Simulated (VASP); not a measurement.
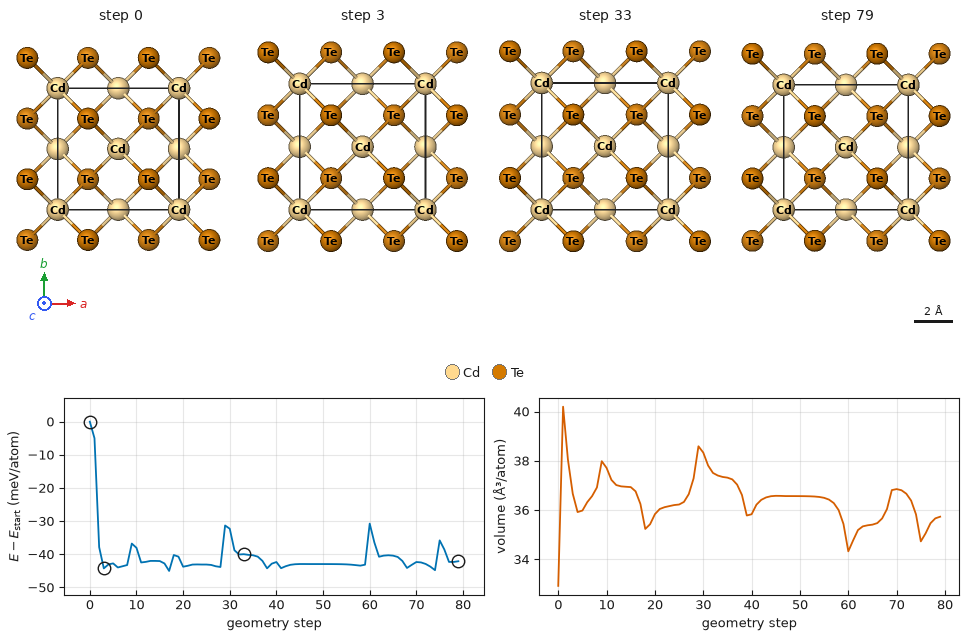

Frames of a relaxation of crystalline CdTe (set up in F-43m), marked on the history of the run. The picture is a ball-and-stick view of the conventional cell (4 times the calculation's cell), seen along the c axis. Lengths and directions refer to the drawn axes.

The run lets cell and atoms move.

Method: Kohn-Sham DFT of a periodic cell, PBE, VASP PAW PBE potentials, recommended (VASP 6.6.1).

Input file:
```
SYSTEM = CdTe
  ALGO = Normal
  EDIFF = 0.05
  EDIFFG = -0.002
  ENCUT = 520
  GGA = PE
  IBRION = 2
  ISIF = 3
  ISMEAR = 0
  LASPH = .TRUE.
  LCHARG = .FALSE.
  LREAL = .FALSE.
  LWAVE = .FALSE.
  NELM = 100
  NSW = 80
  PREC = Accurate
  SIGMA = 0.02
```

Command:
```bash
cat potpaw_PBE.64/Cd/POTCAR potpaw_PBE.64/Te/POTCAR > POTCAR
mpirun -np 1 vasp_std > vasp.out
```

Q: What happens along the run?

A: The relaxation stopped without meeting its thresholds, so the last structure isn't shown to be converged. After 79 geometry steps the energy has fallen by 42.1 meV per atom. All forces vanish by symmetry, so only the cell relaxes. The pressure goes from 6.94 to 1.12 GPa. The atoms keep their places relative to the cell (all moves are under 0.005 Å). The drawn cell changes as follows: a = b = c 6.410 → 6.587 Å (+2.8 %); the volume changes by +8.5 %. Near-neighbour distances that change, for instance: Cd–Te 2.776 → 2.852 Å. The space group stays F-43m (No. 216). From step 0 to 3: volume +11.4 %, energy −44.2 meV per atom. From step 3 to 33: volume +2.0 %, energy +4.3 meV per atom. From step 33 to 79: volume −4.5 %, energy −2.1 meV per atom.
